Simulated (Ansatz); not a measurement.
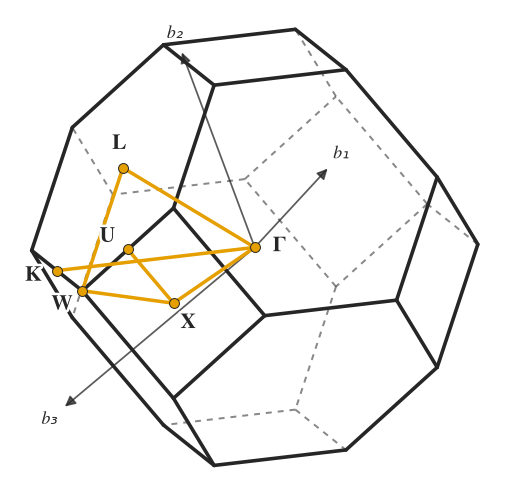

The figure shows the first Brillouin zone with its special points and a band path. Crystal: Rh, the end point of a relaxation with Ansatz 0.2.0, DFT, BLYP, plane waves (420 eV) with PAW, scalar-relativistic; the starting structure was generated, so it need not be a known form of this composition. The drawing is computed from the coordinates (standard cell, symmetry found to 0.002 Å).

Labels and path follow the convention of Hinuma et al. (2017), as computed by seekpath; the arrows show the directions of the reciprocal primitive vectors b₁, b₂, b₃.

Q: What lattice type do the shape and the labels point to?

A: A face-centred cubic lattice (cF; extended symbol cF2). The zone is a truncated octahedron in its combinatorial type: 14 faces (6 with 4 edges, 8 with 6 edges), 36 edges, 24 vertices.

Q: In which order does the conventional band path visit the special points?

A: Γ–X–U | K–Γ–L–W–X
